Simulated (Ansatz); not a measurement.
# Geometry relaxation of Ge

System: Ge (2 atoms in the cell).
Method: DFT, PBE, all-electron LAPW, scalar-relativistic, no spin polarisation (Ansatz 0.2.0).

It belongs to a series of runs on one base structure; here: beta_tin relaxed under pressure, LAPW. Figures and captions count atoms from 1; the log counts them from 0 in places.

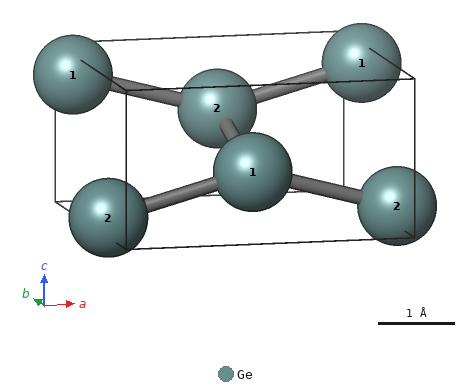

**Figure 1.** The structure as given in the input (ball-and-stick view of the cell 2 times as large as that of the calculation, set on its symmetry axes, seen slightly off an axis; atoms are numbered from 1 in the order of the input). Near neighbours in the crystal (not all of them lie inside the picture): Ge has 6 Ge at 2.05 to 2.14 Å.

## Input file
```yaml
crystal:
  lattice:
    - [-1.9779455607, 1.9779455607, 1.0719504576]
    - [1.9779455607, -1.9779455607, 1.0719504576]
    - [1.9779455607, 1.9779455607, -1.0719504576]
  atoms:
    - { symbol: Ge, position: [-0.375, -0.125, -0.25] }
    - { symbol: Ge, position: [0.375, 0.125, 0.25] }
kpoints:
  mp_grid: { grid: [20, 20, 20] }
scf:
  occupations: { method: fermi_dirac, width: 0.1 }
hamiltonian:
  xc: pbe
  pseudopotentials: { kind: all_electron, lapw: { basis_error: 0.0005 } }
output:
  forces: true
  stress: true
  eigenvalues: true
relax:
  f_tol: 0.005
  max_steps: 12
  cell: { p_target: 390.0, stress_tol: 0.195 }
```

Run as:
```bash
ansatz run input.yaml --threads 2 --pin off --max-ram 5120MiB --backend cpu --events-out ev --progress --plain --runs-dir out
```

## What the program printed
```
The last accepted step is kept in [file] (removed where the run ends without a failure and the disk answers)
LAPW: plane waves up to 12.185 Å⁻¹, error target 5.0e-4 eV per atom; small_component_spin mean_spin; Ge in spheres of 0.994 Å, 22 of its electrons in bands, Dirac shells [] (how accurate: hamiltonian.pseudopotentials.lapw.basis_error, Limitations)
Engine: ansatz 0.2.0, x86_64-unknown-linux-gnu
Pseudopotentials: kind: all_electron
Pseudopotential: Ge, LAPW, valence charge 22, lapw/all_electron/scalar/gaussian/Ge, Koelling and Harmon's equation, gaussian nucleus
Functional definition: PBE
  parameter kappa = 0.804
  parameter beta = 0.06672455060314922
  exchange = pbe_x(kappa = kappa, mu = beta*pi^2/3)
  correlation = pbe_c(beta = beta)
Crystal: 2 atoms, lattice volume = 16.775 Å³
Basis set: ecut = 565.6659201772541 eV, 517 PW (Γ), FFT grids on a1+a2, a2, a3, exchange–correlation at level 2
Bands: 27, of which v1, the nominal top of the filled ones, is band 22 counted from 1 (21 counted from 0)
Symmetry: 16 space group operations
Space group: I41/amd (ITA 141), of the structure as read, at distance tolerance 2.6e-5 Å
k-points: 641 of 8000
Non-local potential: Ge, projectors of the file, none
Initial density: superposition of atomic densities (chi_scale 0.1, normalization cell)
Initial wavefunctions: plane waves of lowest kinetic energy (no species holds an atomic orbital)
Functional: x = pbe(κ = 0.804, μ = 0.2195149727645171), c = pbe(β = 0.06672455060314922)
iter 1 solved again at ethr=2.28e-4 eV; its pass at ethr=1.00e-1 eV (dr2=1.00e-1 eV) is discarded
SCF iter   1: F=—  HF=-114220.037949 eV  |F-HF|=—  |Δ(HF+E_count)|=         —  Δρ=4.29e-2  dr2=1.01e-1  ethr=2.28e-4  ⟨swp⟩=3.0  Hψ=113108  notcnv=0
preconditioner: auto → none  [metal: Δε(μ)=0.018 eV  Ē_g=30.260 eV  σ=0.100 eV  W_gap=0.05  n_scr=8 (ndim 8)  ℏωp=48.0 eV  f_vac=0.000  D(μ)=0.41/eV (n_scr^D=0)  sad-step TF]
SCF iter   2: F=—  HF=-114219.913060 eV  |F-HF|=—  |Δ(HF+E_count)|=   1.25e-1  Δρ=2.68e-2  dr2=4.97e-2  ethr=2.28e-4  ⟨swp⟩=2.0  Hψ=49967  notcnv=0
SCF iter   3: F=—  HF=-114219.898671 eV  |F-HF|=—  |Δ(HF+E_count)|=   1.44e-2  Δρ=1.29e-2  dr2=1.07e-2  ethr=1.13e-4  ⟨swp⟩=2.0  Hψ=46939  notcnv=0
iter 4 solved again at ethr=1.49e-7 eV; its pass at ethr=2.44e-5 eV (dr2=6.54e-5 eV) is discarded
SCF iter   4: F=—  HF=-114219.896909 eV  |F-HF|=—  |Δ(HF+E_count)|=   1.76e-3  Δρ=9.12e-4  dr2=6.52e-5  ethr=1.49e-7  ⟨swp⟩=2.0  Hψ=82338  notcnv=0
SCF iter   5: F=—  HF=-114219.896896 eV  |F-HF|=—  |Δ(HF+E_count)|=   1.38e-5  Δρ=7.15e-5  dr2=3.17e-7  ethr=1.48e-7  ⟨swp⟩=2.0  Hψ=46938  notcnv=0
SCF iter   6: F=-114219.896896 eV  HF=-114219.896896 eV  |F-HF|=3.26e-9  |Δ(HF+E_count)|=   3.43e-7  Δρ=6.32e-6  dr2=3.25e-9  ethr=7.21e-10  ⟨swp⟩=3.0  Hψ=49360  notcnv=0
SCF 1 converged in 6 iterations: F = -114219.896896 eV  dr2 = 3.25e-9
relax step   1: F+E_penalty+E_count = -114219.89689598 eV  Δ(F+E_penalty+E_count) = +0.000e0 eV  max|allowed force component| = 0.000e0 eV/Å  Δτ_max = 0.0000 Å  P = +389.257 GPa  Ω = 16.775 Å³  (6 SCF iters, accepted)
Crystal: 2 atoms, lattice volume = 16.756 Å³
Basis set: ecut = 566.0959540191604 eV, 517 PW (Γ), FFT grids on a1+a2, a2, a3, exchange–correlation at level 2
Initial density: handed on by an earlier stage of this run
Initial wavefunctions: those handed on with the density
iter 1 solved again at ethr=3.33e-9 eV; its pass at ethr=1.00e-1 eV (dr2=1.46e-6 eV) is discarded
SCF iter   1: F=—  HF=-114219.850378 eV  |F-HF|=—  |Δ(HF+E_count)|=         —  Δρ=7.64e-5  dr2=6.99e-7  ethr=3.33e-9  ⟨swp⟩=4.7  Hψ=103804  notcnv=0
preconditioner: auto → none  [metal: Δε(μ)=0.012 eV  Ē_g=30.875 eV  σ=0.100 eV  W_gap=0.03  n_scr=8 (ndim 8)  ℏωp=48.0 eV  f_vac=0.000  D(μ)=0.41/eV (n_scr^D=0)]
SCF iter   2: F=-114219.850378 eV  HF=-114219.850378 eV  |F-HF|=8.04e-8  |Δ(HF+E_count)|=   4.16e-7  Δρ=2.73e-5  dr2=8.41e-8  ethr=1.59e-9  ⟨swp⟩=2.0  Hψ=46944  notcnv=0
SCF 2 converged in 2 iterations: F = -114219.850378 eV  dr2 = 8.41e-8
relax step   2: F+E_penalty+E_count = -114219.85037759 eV  Δ(F+E_penalty+E_count) = +4.652e-2 eV  max|allowed force component| = 1.388e-17 eV/Å  Δτ_max = 0.0000 Å  P = +390.784 GPa  Ω = 16.756 Å³  (2 SCF iters, accepted)
Crystal: 2 atoms, lattice volume = 16.765 Å³
Basis set: ecut = 565.8803880181858 eV, 517 PW (Γ), FFT grids on a1+a2, a2, a3, exchange–correlation at level 2
iter 1 solved again at ethr=6.45e-10 eV; its pass at ethr=1.00e-1 eV (dr2=2.84e-7 eV) is discarded
SCF iter   1: F=—  HF=-114219.873710 eV  |F-HF|=—  |Δ(HF+E_count)|=         —  Δρ=7.11e-6  dr2=5.91e-9  ethr=6.45e-10  ⟨swp⟩=4.8  Hψ=102919  notcnv=0
preconditioner: auto → none  [metal: Δε(μ)=0.015 eV  Ē_g=30.870 eV  σ=0.100 eV  W_gap=0.04  n_scr=8 (ndim 8)  ℏωp=48.0 eV  f_vac=0.000  D(μ)=0.41/eV (n_scr^D=0)]
iter 2 solved again at ethr=1.00e-12 eV; its pass at ethr=1.34e-11 eV (dr2=1.46e-10 eV) is discarded
SCF iter   2: F=-114219.873710 eV  HF=-114219.873710 eV  |F-HF|=1.07e-8  |Δ(HF+E_count)|=   4.59e-8  Δρ=1.54e-6  dr2=1.46e-10  ethr=1.68e-12 (applied; sched 1.00e-12)  ⟨swp⟩=2.0  Hψ=90370  notcnv=0
SCF 3 converged in 2 iterations: F = -114219.873710 eV  dr2 = 1.46e-10
relax step   3: F+E_penalty+E_count = -114219.87371004 eV  Δ(F+E_penalty+E_count) = -2.333e-2 eV  max|allowed force component| = 0.000e0 eV/Å  Δτ_max = 0.0000 Å  P = +390.018 GPa  Ω = 16.765 Å³  (2 SCF iters, accepted)
iter 1 solved again at ethr=1.00e-12 eV; its pass at ethr=1.00e-1 eV (dr2=1.44e-10 eV) is discarded
SCF iter   1: F=—  HF=-114219.873710 eV  |F-HF|=—  |Δ(HF+E_count)|=         —  Δρ=1.54e-6  dr2=1.46e-10  ethr=3.32e-12 (applied; sched 1.00e-12)  ⟨swp⟩=3.1  Hψ=82328  notcnv=0  trunc=5  reapply=30
SCF iter   2: F=-114219.873710 eV  HF=-114219.873710 eV  |F-HF|=8.73e-10  |Δ(HF+E_count)|=  7.86e-10  Δρ=9.62e-7  dr2=8.88e-11  ethr=2.38e-12 (applied; sched 1.00e-12)  ⟨swp⟩=2.9  Hψ=48525  notcnv=0
SCF 4 converged in 2 iterations: F = -114219.873710 eV  dr2 = 8.88e-11
relax step   4: F+E_penalty+E_count = -114219.87371001 eV  Δ(F+E_penalty+E_count) = +2.229e-8 eV  max|allowed force component| = 0.000e0 eV/Å  Δτ_max = 0.0000 Å  P = +390.018 GPa  Ω = 16.765 Å³  stress off target by 7.18e-2 GPa  SCF on the basis re-selected at this cell (its energy is not comparable with the rows above)  (2 SCF iters)
```

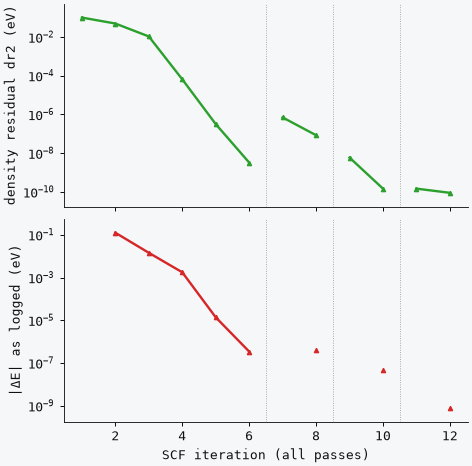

**Figure 2.** Convergence of the self-consistent field: density residual dr2 and size of the energy change against the SCF iteration. The dotted lines part the SCF passes of the relaxation: geometry steps, rejected trials and re-solves on a re-selected basis. The passes take 6, 2, 2 and 2 iterations.

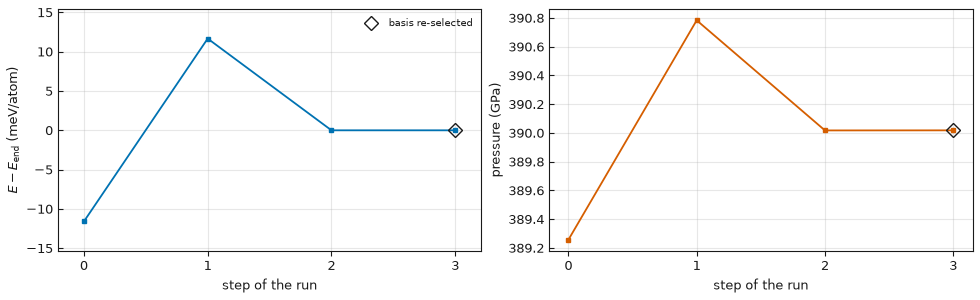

**Figure 3.** Progress of the relaxation, step by step (the first geometry is step 0 here and step 1 in the log). After 2 geometry steps the energy has risen by 11.6 meV per atom. All forces vanish by symmetry, so only the cell relaxes. Pressure: 389.26 GPa at the start and 390.02 GPa at the end. The atoms keep their places relative to the cell (all moves are under 0.005 Å). A last SCF at the same geometry on a re-selected plane-wave basis shifts the energy by next to nothing (0.0 meV per atom).

```
basis re-selected at this cell: Δ(F+E_penalty+E_count) = +2.229e-8 eV, ΔP = +0.001 GPa vs the last step (what re-selecting the basis moved, after the strain that the cell walked since its last selection, with what the two solves' SCF thresholds leave and, on support functions, any second-order correction that the steps lacked; it is no measure of the basis error at this ecutwfc). This SCF's stress stands 7.18e-2 GPa from its target on what of the cell is left free (relax.cell.stress_tol is 1.95e-1 GPa) and its largest allowed force component is 0.00e0 eV/Å (relax.f_tol is 5.00e-3 eV/Å): within both
SCF converged after 2 iterations
Free energy (F): -114219.873710 eV
Harris-Foulkes:  -114219.873710 eV  (|F-HF|=8.73e-10)
Internal energy: -114219.859991 eV  (E = F + TS)
E sigma→0 (E₀):  -114219.866850 eV
Entropy (-TS):   -0.013719 eV (-6.860 meV/atom)
Fermi energy:    33.502680 eV
--- Per-component energies (eV) ---
  E_band       = -1166.837685
  E_kinetic    = 116735.987704
  E_xc         = -4361.193777
  E_electrostatic = -226594.653918  (all electrons and nuclei)
  E_smearing   = -0.013719  (= −TS)
  E_closure    = 0.000000  (closes the sum)
  E_atoms      = -114223.599835  (free atoms, spherical and without spin; not in F)
  Σ components = -114219.873710   (vs F -114219.873710, Δ=0.00e0)
  Basis errors (estimates in eV, not in F): energy 1.7e-4 per atom: plane waves 1.5e-4 (8.5e-5 summed), levels above the bands 2.6e-46, relativity 1.4e-8, radial functions 1.7e-5, core shells 1.6e-9; eigenvalues (radial functions only) 2.3e-7; not estimated: angular momenta, meshes, grids; target (lapw.basis_error) 5.0e-4; muffin-tin radii Ge 0.994 Å
--- Forces (eV/Å), atoms counted from 1 ---
  atom   1  Ge     0.00000000     0.00000000     0.00000000
  atom   2  Ge     0.00000000     0.00000000     0.00000000
  max |Σ_I F_I| component: 0.00e0 eV/Å
--- Stress (GPa, compression-positive) ---
      389.991513       0.000000       0.000000
        0.000000     389.991513      -0.000000
        0.000000      -0.000000     390.071849
  P = ⅓ Tr σ = 390.0183 GPa (3900.183 kbar)
--- Band table (eV; the first three rows and the last of 641) ---
  k-point 0: bands = ["-132.4615", "-132.4233", "-79.6557", "-79.6557", "-79.5739", "-79.5710", "-79.5229", "-79.5229", "5.2555", "5.4266", "5.6647", "5.7005", "6.6705", "6.6705", "6.7039", "6.7039", "7.1126", "7.4773", "9.8400", "27.5588", "27.5588", "32.6608", "33.9235", "47.1700", "47.1700", "48.9888", "50.7992"]
  k-point 1: bands = ["-132.4613", "-132.4235", "-79.6550", "-79.6549", "-79.5742", "-79.5708", "-79.5238", "-79.5234", "5.2639", "5.4383", "5.6615", "5.6962", "6.6666", "6.6748", "6.7069", "6.7073", "7.1060", "7.4647", "9.8902", "26.9924", "27.6241", "32.9599", "34.3034", "46.1411", "46.7067", "49.7935", "50.4036"]
  k-point 2: bands = ["-132.4606", "-132.4242", "-79.6532", "-79.6526", "-79.5751", "-79.5702", "-79.5263", "-79.5248", "5.2890", "5.4730", "5.6521", "5.6840", "6.6541", "6.6870", "6.7153", "6.7170", "7.0860", "7.4283", "10.0415", "25.7341", "27.8190", "33.2965", "35.5625", "44.5658", "45.6727", "49.6278", "49.6689"]
  k-point 640: bands = ["-132.4423", "-132.4423", "-79.6711", "-79.6711", "-79.5727", "-79.5727", "-79.5103", "-79.5103", "5.6110", "5.6110", "5.9995", "5.9995", "6.5471", "6.5471", "6.7069", "6.7069", "6.7453", "6.7453", "19.7152", "19.7152", "20.9543", "20.9543", "43.4995", "43.4995", "56.3065", "56.3065", "56.8102"]
--- Relaxed structure (3 steps of the walk, 3 accepted, 1 SCFs on fresh bases) ---
  F+E_penalty+E_count = -114219.87371001 eV   max|allowed force component| = 0.000e0 eV/Å   (the final SCF, on the basis selected at the relaxed cell)
  cell:  # Å, volume = 16.7655 Å³
    - [-1.9774116384624718, 1.9774116384624718, 1.0719197390231578]
    - [1.9774116384624718, -1.9774116384624718, 1.0719197390231578]
    - [1.9774116384624718, 1.9774116384624718, -1.0719197390231578]
  atoms:
    - { symbol: Ge, position: [-0.37499999999999994, -0.125, -0.24999999999999997] }
    - { symbol: Ge, position: [0.37499999999999994, 0.125, 0.24999999999999997] }
```

## Trajectory as extended XYZ (Å, eV, eV/Å), 4 frames, from step=1 to step=4
```
2
Lattice="-1.9779 1.9779 1.0719 1.9779 -1.9779 1.0719 1.9779 1.9779 -1.0719" Properties=species:S:1:pos:R:3:forces:R:3 step=1 energy=-114219.89690 pressure_GPa=389.26
Ge    0.0000   -0.9890   -0.2680    0.0000   0.0000   0.0000
Ge    0.0000    0.9890    0.2680    0.0000   0.0000   0.0000
2
Lattice="-1.9769 1.9769 1.0718 1.9769 -1.9769 1.0718 1.9769 1.9769 -1.0718" Properties=species:S:1:pos:R:3:forces:R:3 step=2 energy=-114219.85038 pressure_GPa=390.78
Ge    0.0000   -0.9885   -0.2680    0.0000   0.0000   0.0000
Ge    0.0000    0.9885    0.2680    0.0000   0.0000   0.0000
2
Lattice="-1.9774 1.9774 1.0719 1.9774 -1.9774 1.0719 1.9774 1.9774 -1.0719" Properties=species:S:1:pos:R:3:forces:R:3 step=3 energy=-114219.87371 pressure_GPa=390.02
Ge    0.0000   -0.9887   -0.2680    0.0000   0.0000   0.0000
Ge    0.0000    0.9887    0.2680    0.0000   0.0000   0.0000
2
Lattice="-1.9774 1.9774 1.0719 1.9774 -1.9774 1.0719 1.9774 1.9774 -1.0719" Properties=species:S:1:pos:R:3:forces:R:3 step=4 energy=-114219.87371 pressure_GPa=390.02
Ge    0.0000   -0.9887   -0.2680    0.0000   0.0000   0.0000
Ge    0.0000    0.9887    0.2680    0.0000   0.0000   0.0000
```

## Summary

| quantity | value |
| --- | --- |
| outcome | converged |
| space group (tolerance 0.01 Å) | I4₁/amd (141) |
| electrons in bands (core shells apart) | 44 |
| free energy | −114219.8737 eV |
| Fermi energy | 33.503 eV |
| pressure | 390.02 GPa |
| final volume | 16.77 Å³ |
| largest force (length of the vector) at the end | under 0.001 eV/Å |
| final cell | a = 2.995 Å, b = 2.995 Å, c = 2.995 Å, α = 97.36°, β = 97.36°, γ = 138.06° |
| hardware | 2 threads of Intel Xeon (Sapphire Rapids), 16 GiB of memory available, shared host |
| wall time | 2.5 min (CPU time 4.8 min) |
| peak memory | 2.1 GiB |

## Remarks

The cell was relaxed to the target pressure of the input; what is minimised is then the enthalpy E + pV.
